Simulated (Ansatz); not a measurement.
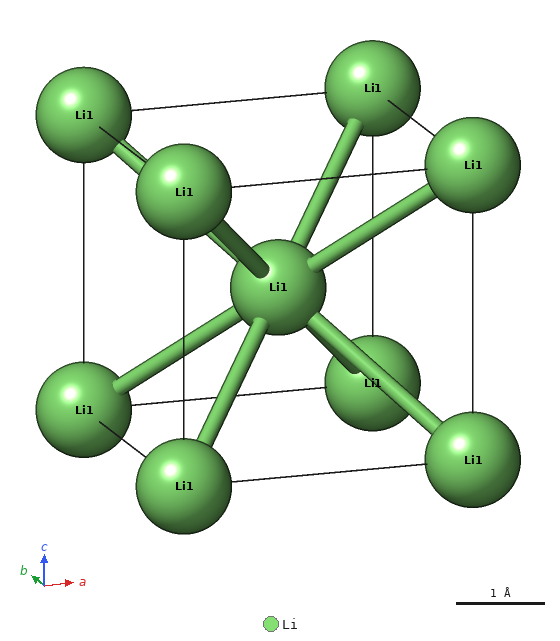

The starting point is a symmetric starting cell of Li. Style: ball-and-stick. Shown: the conventional cell (2 times the calculation's cell), slightly off an axis. Lengths and directions refer to the drawn axes.

Method: DFT PBE, scalar-relativistic, plane waves, PAW (Ansatz 0.2.0). Set-up: plane-wave cutoff 420 eV; k-point mesh 16 × 16 × 16; occupations gaussian; smearing width 0.1 eV; no spin polarisation.

Now this is done to it. All lengths are scaled by +1.9 % (volume +5.7 %), the atoms keeping their fractional coordinates. No relaxation follows. The starting cell wasn't computed here and needn't be at equilibrium, so pressure and forces aren't due to the change alone.

### What does the calculation give for the changed structure?

The pressure is −1.3 GPa (not all of it need come from the change, since the unchanged cell can be under pressure at this level too). All forces vanish by symmetry. Some distances before and after: Li–Li 3.031 → 3.088 Å. The space group stays Im-3m (No. 229).

Drawn alike, the variant:

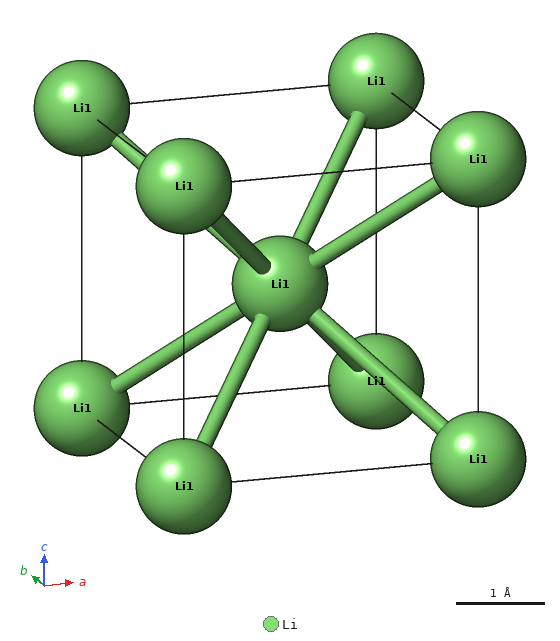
